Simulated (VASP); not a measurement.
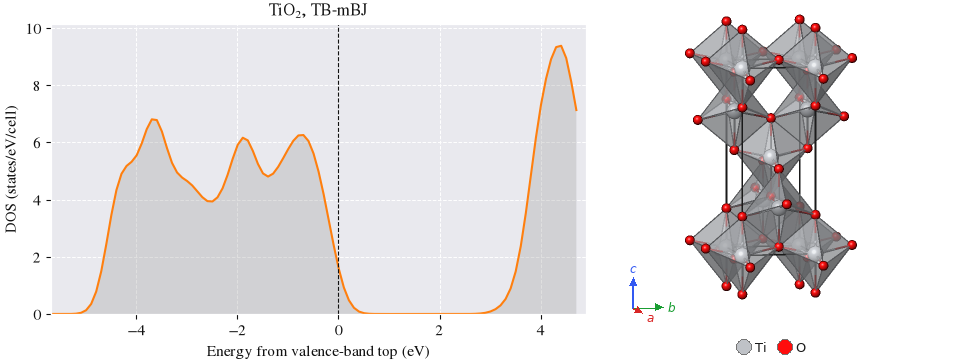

Density of states, beside the structure. Energies are counted from the top of the valence band. The DOS curve is built from the levels of the k mesh with Gaussians 0.55 eV wide, which also blur the band edges; ripples of that width can come from the mesh.

Structure: anatase TiO2, space group I4_1/amd (No. 141), 6 atoms in the primitive cell; a = 3.784 Å, c = 9.515 Å (tetragonal axes).

Computed with VASP 6.6.1: TB-mBJ, VASP PAW PBE potentials, release 64 (Ti_sv, O), no spin polarisation, no spin-orbit coupling, 10×10×10 k mesh, 520 eV cutoff, Gaussian smearing of 0.03 eV.

### Is there a gap at the Fermi level, and how wide?

There is a gap; over the k points computed it is 3.13 eV (indirect; the smallest direct gap on the k mesh is 3.49 eV).

The PAW data sets were made with another functional. This is a model potential built to give gaps, with no total energy.
